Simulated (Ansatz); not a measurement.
VO2 (space group P4_2/mnm, No. 136): the geometry relaxed with Ansatz, DFT PBE, scalar-relativistic, plane waves, PAW.

```cif
data_structure
_symmetry_space_group_name_H-M 'P4_2/mnm'
_symmetry_Int_Tables_number 136
_cell_length_a 4.5835
_cell_length_b 4.5835
_cell_length_c 2.8384
_cell_angle_alpha 90.000
_cell_angle_beta 90.000
_cell_angle_gamma 90.000
_cell_volume 59.63
loop_
_atom_site_label
_atom_site_type_symbol
_atom_site_symmetry_multiplicity
_atom_site_Wyckoff_symbol
_atom_site_fract_x
_atom_site_fract_y
_atom_site_fract_z
_atom_site_occupancy
V1 V 2 a 0.00000 0.00000 0.00000 1
O1 O 4 f 0.29999 0.29999 0.00000 1
```

Bonds are taken as O–V below 2.2 Å; no other contact counts. Atoms with one bond or none are removed and atoms with two bonds are replaced by edges, until no such atom is left.

What net does this leave?

The result is a binodal (3,6)-connected, three-periodic net: O is a 3-connected node; V is a 6-connected node, in the ratio 2:1. It is the rtl net, known from rutile. It is a single net, without interpenetration.

| node | links | point symbol | coordination sequence |
| --- | --- | --- | --- |
| O | 3 | 4·6² | 3 14 19 62 51 |
| V | 6 | 4²·6¹⁰·8³ | 6 10 38 34 102 |

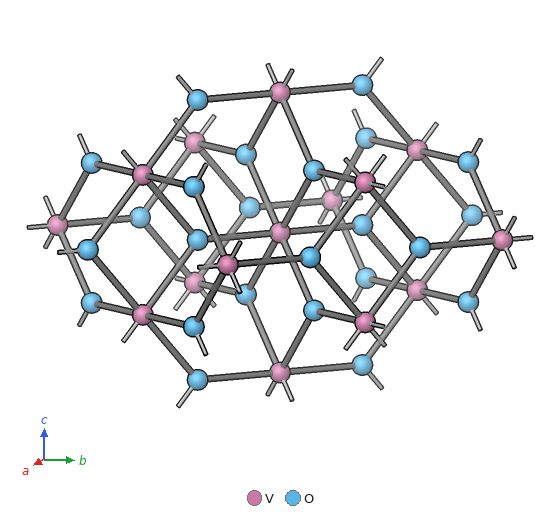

Nodes are coloured by topological kind. Short stubs are edges that leave the cut-out.
